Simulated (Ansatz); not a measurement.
AlAs (slab)

```xyz
6
Lattice="4.0125 0.0000 0.0000 -2.0063 3.4750 0.0000 0.0000 0.0000 32.1128" Properties=species:S:1:pos:R:3 pbc="T T T"
As   -1.8030    3.3576    7.3278
Al    0.2037    2.1990    8.0016
As    0.3358    2.1228   10.5231
Al    2.3446    0.9630   11.3008
As    2.3022    0.9875   13.7738
Al   -1.7415    3.3221   14.7099
```

Not relaxed (largest force 1.3 eV/Å).

Computed with DFT PBEsol, scalar-relativistic, plane waves, PAW (Ansatz).

Question: Predict the valence pseudo-density and electron localisation function between the atoms.

Answer: Al–As (2.47 Å): the density is about 0.42 e/Å³ at the midpoint; the ELF peaks at about 0.85 between the atoms, as expected for a shared electron pair.

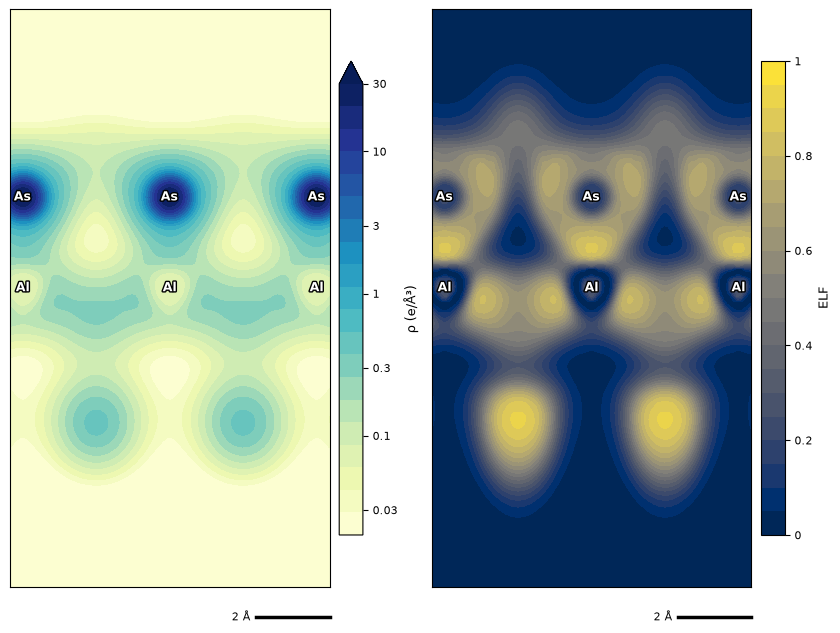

Computed valence pseudo-density and electron localisation function on the (11̄0) plane of the calculation cell, a cut from vacuum to vacuum, in this order. 

Core electrons are frozen (PAW), and the valence fields are smoothed inside the atomic spheres.
